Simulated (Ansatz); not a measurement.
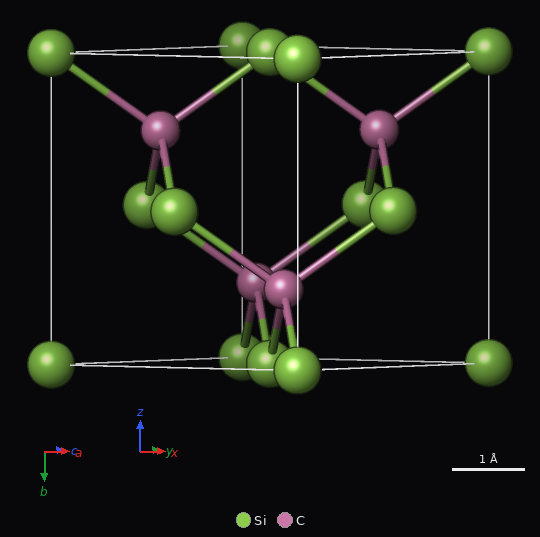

Energy scan for solid SiC (F-43m), in which Si1 (one in each cell of 2 atoms) is moved over the plane of the Cartesian directions [1 1 0] and z, all else fixed. The picture shows the reference cell. The picture is a ball-and-stick view of the conventional cell (4 times the calculation's cell), seen nearly along the normal of the scanned plane. Lengths and directions refer to the drawn axes.

Level of theory: DFT PBE, scalar-relativistic, plane waves, PAW in Ansatz 0.2.0. Set-up: plane-wave cutoff 420 eV; k-point mesh 12 × 12 × 12; occupations gaussian; smearing width 0.05 eV; no spin polarisation. Energies (free energies at the smearing named) are counted from the cell as listed in its source, which wasn't relaxed.

Input
```yaml
crystal:
  lattice:
    - [0.0, 2.174, 2.174]
    - [2.174, 0.0, 2.174]
    - [2.174, 2.174, 0.0]
  atoms:
    - { symbol: Si, position: [0.0, 0.0, 0.0] }
    - { symbol: C, position: [0.75, 0.75, 0.75] }
basis:
  ecutwfc: 420
kpoints:
  mp_grid: { grid: [12, 12, 12] }
hamiltonian:
  xc: pbe
scf:
  occupations: { method: gaussian, width: 0.05 }
output:
  forces: true
  stress: true
  eigenvalues: true
```

### What energies does the calculation give on a grid with rows −0.450, −0.225, 0.000, 0.225, 0.450 and columns −0.450, −0.225, 0.000, 0.225, 0.450 (displacement along [1 1 0] (Å); displacement along z (Å))?

Rows: displacement along [1 1 0] (Å); columns: displacement along z (Å); values in eV/cell.

```csv
,−0.450,−0.225,0.000,0.225,0.450
−0.450,9.58,4.87,2.13,1.20,1.53
−0.225,3.43,1.48,0.50,0.64,1.65
0.000,1.73,0.48,0.00,0.48,1.73
0.225,3.43,1.48,0.50,0.64,1.65
0.450,9.58,4.87,2.13,1.20,1.53
```

In pairs of (displacement along [1 1 0] (Å); displacement along z (Å)): the lowest computed point lies at (0.000, 0.000) (0.00 eV/cell), the highest at (−0.450, −0.450), (0.450, −0.450) (9.58 eV/cell). The band gap on the mesh, 1.35 eV in the reference, closes at 7 of the 13 computed points.

As a map, interpolated between the computed points (dots):

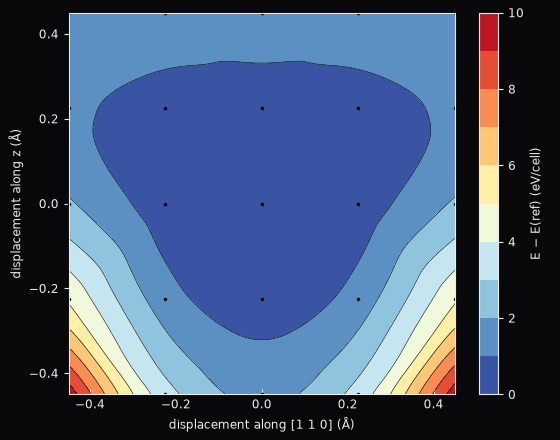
